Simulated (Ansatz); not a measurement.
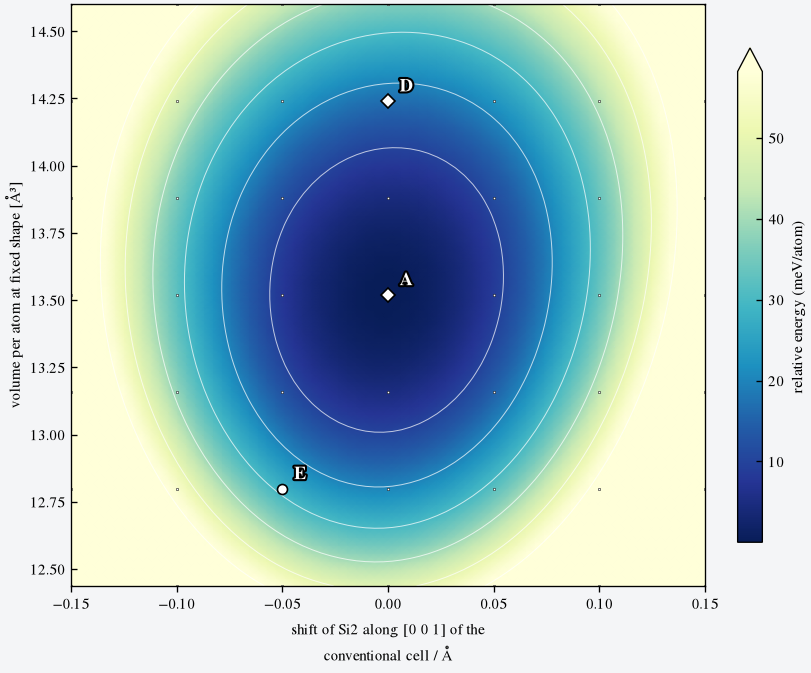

TiSi2 (Immm, No. 71; 3 atoms in the cell). The energy is mapped over a free internal coordinate and the cell. Coordinates scanned: (1) shift of Si2 along [0 0 1] of the conventional cell, Cartesian (0 0 1), its symmetry partners moved as symmetry demands (measured in the relaxed cell); (2) volume per atom at fixed shape. Nothing is relaxed (all other coordinates fixed). Grid: 7 × 7 points. Points are written as (first, second). Energies are in meV/atom, from the lowest grid point. These are results of DFT LDA, scalar-relativistic, plane waves, PAW (Ansatz), not measurements. Settings: cutoff 520 eV, k-mesh 18×18×18, gaussian smearing 0.15 eV, no spin polarisation.

The picture shows a smooth colour map with a few white contour lines, dots at the grid points, one colour for all values above the top of the scale, lettered points. Between grid points the surface is interpolated.

> Is A the lowest point of the computed grid?

Yes. A, at (0.00 Å, 13.52 Å³), has the lowest energy of the grid.

> Rank the lettered points by energy, lowest first.

A (0 meV/atom), D (17 meV/atom), E (28 meV/atom).

PAW datasets: the set soft_1.
